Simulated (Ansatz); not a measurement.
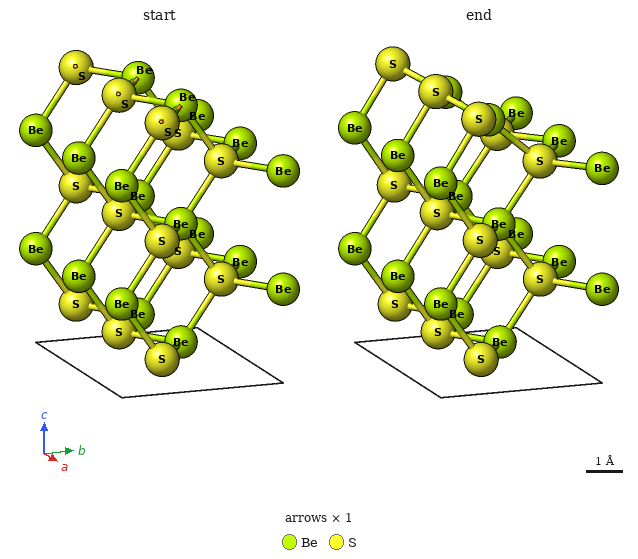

The structure of a slab of composition BeS (cut from the F-43m phase) before (left) and after (right) a constrained relaxation, at one scale. The orange arrows give the displacements, at their true length.

A ball-and-stick model of the 2 × 1 repeat of the cell, outlined in the plane, without the vacuum, seen slightly off an axis.

Case: clean slab, lower half held. The slab is the (1 1 0) face of BeS. 4 atoms are held fixed.

These are results of DFT PBEsol, scalar-relativistic, plane waves, PAW in Ansatz 0.2.0, not measurements.

Input
```yaml
crystal:
  lattice:
    - [3.4209765805, 0.0, 0.0]
    - [0.0, 4.8379914767, 0.0]
    - [0.0, 0.0, 23.841953161]
  atoms:
    - { symbol: Be, position: [0.5, 0.5, 0.3565144157] }
    - { symbol: S, position: [0.0, 0.25, 0.3565144157] }
    - { symbol: Be, position: [0.0, 0.0, 0.4282572078] }
    - { symbol: S, position: [0.5, 0.75, 0.4282572078] }
    - { symbol: Be, position: [0.5, 0.5, 0.5] }
    - { symbol: S, position: [0.0, 0.25, 0.5] }
    - { symbol: Be, position: [0.0, 0.0, 0.5717427922] }
    - { symbol: S, position: [0.5, 0.75, 0.5717427922] }
    - { symbol: Be, position: [0.5, 0.5, 0.6434855843] }
    - { symbol: S, position: [0.0, 0.25, 0.6434855843] }
basis:
  ecutwfc: 420
kpoints:
  mp_grid: { grid: [8, 6, 1] }
hamiltonian:
  xc: pbesol
scf:
  occupations: { method: gaussian, width: 0.05 }
output:
  forces: true
  eigenvalues: true
  write_density: true
  write_potential: true
  elf: true
  volumetric_format: npy
relax:
  adjacent_minimum: "off"
  f_tol: 0.03
  max_steps: 70
  constraints: [{ sites: [0, 1, 2, 3] }]
efield:
  axis: 3
  dipole_correction: true
  ramp_width: 0.04
```

Run as
```bash
ansatz run input.yaml --threads 1 --pin off --max-ram 2560MiB --backend cpu --events-out ev --progress --plain --runs-dir out
```

Describe what moved and what it gained.

Be9 moves most: 0.52 Å at 41° to the normal (−c side). By element the largest moves are Be 0.52 Å, S 0.13 Å. The cell stays as it was. Near-neighbour distances that change, for instance: Be9–S10 2.095 → 2.015 Å, S8–Be9 2.095 → 2.036 Å, S6–Be7 2.095 → 2.122 Å, Be5–S8 2.095 → 2.112 Å. Bond angles that change, for instance: Be7–S10–Be9 109.5° → 92.7°, Be5–S8–Be9 109.5° → 94.9°, S8–Be9–S10 109.5° → 121.0°. Over 4 geometry steps the energy falls by 0.558 eV per cell of the calculation. The largest force component goes from 1.6 to 0.0042 eV/Å. The run took 93 s on 1 thread of Intel(R) Xeon(R) Platinum 8488C (Sapphire Rapids) (shared host), peak memory 0.62 GiB.
